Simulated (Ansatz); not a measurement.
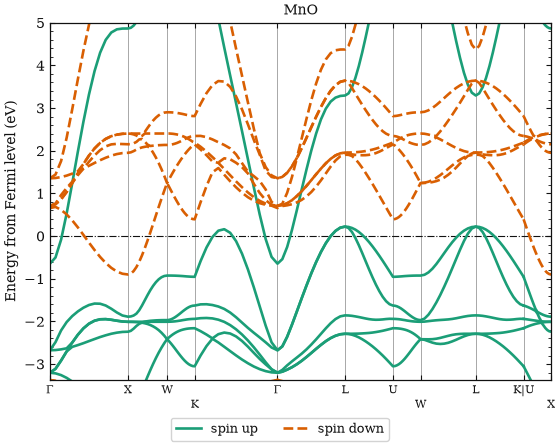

Band structure. Energies are counted from the Fermi level.

Question: Which Bravais lattice do the labels of the path belong to?

Answer: A face-centred cubic lattice: the path Γ–X–W–K–Γ–L–U–W–L–K|U–X runs through the special points of its Brillouin zone.

The material is rocksalt MnO, space group Fm-3m (No. 225), 2 atoms in the primitive cell; cubic a = 4.448 Å.

Ansatz; PBEsol, Ansatz PAW, collinear spin, ferromagnetic start, no spin-orbit coupling, 10×10×10 k mesh, 420 eV cutoff, Fermi-Dirac smearing of 0.05 eV.

Question: Is there a gap at the Fermi level?

Answer: A metal: 3 spin-up and 1 spin-down bands cross the Fermi level along this path.

Question: Which levels at L lie nearest to the Fermi level?

Answer: At L the nearest levels lie 1.86 eV below and 0.22 eV above the Fermi level.

Question: On which lines of the path do bands cross the Fermi level?

Answer: Bands cross the Fermi level on Γ–X, X–W, K–Γ, Γ–L, L–U, W–L, L–K and U–X, and not on W–K and U–W.

The run ends ferromagnetic, with 4.77 μB a cell. A cell with one magnetic atom can't hold antiferromagnetic order, which such compounds often take. Semilocal functionals often make such compounds metallic where correlation or magnetic order opens a gap, which also shifts bond lengths. The PAW data sets were made with another functional. The cell is at −7 GPa in this functional. The cell is a database's computed one.
